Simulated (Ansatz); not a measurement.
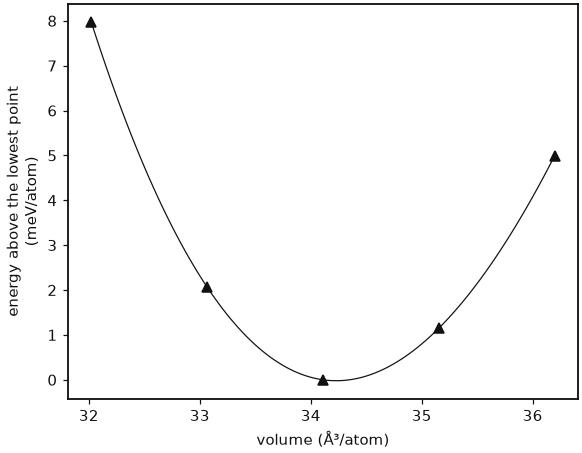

The plot gives the computed energy above the lowest point against volume.

Computed with Ansatz 0.2.0 development build: equation of state of a cubic crystal from periodic Kohn-Sham density functional theory without spin, third-order Birch-Murnaghan fit to the free energies; pressure corrected for the finite basis. Level: HSE06.

### For which of these solids was it computed?
A. NaI, Fm-3m (No. 225)
B. AlNi, Pm-3m (No. 221)
C. ZnCu, Pm-3m (No. 221)

A, NaI: energy above the lowest point from 0.00 meV/atom to 7.98 meV/atom, V0 34.23 Å³/atom, B0 15.8 GPa. The others give: AlNi, energy above the lowest point from 0.0 meV/atom to 30.3 meV/atom, V0 11.68 Å³/atom, B0 175 GPa; ZnCu, energy above the lowest point from 0.0 meV/atom to 21.8 meV/atom, V0 12.87 Å³/atom, B0 116 GPa.

For AlNi, limits of the calculation: coarse k-mesh, values are not converged in k; run without spin, though Ni often carries a moment.

For ZnCu, limits of the calculation: coarse k-mesh, values are not converged in k.
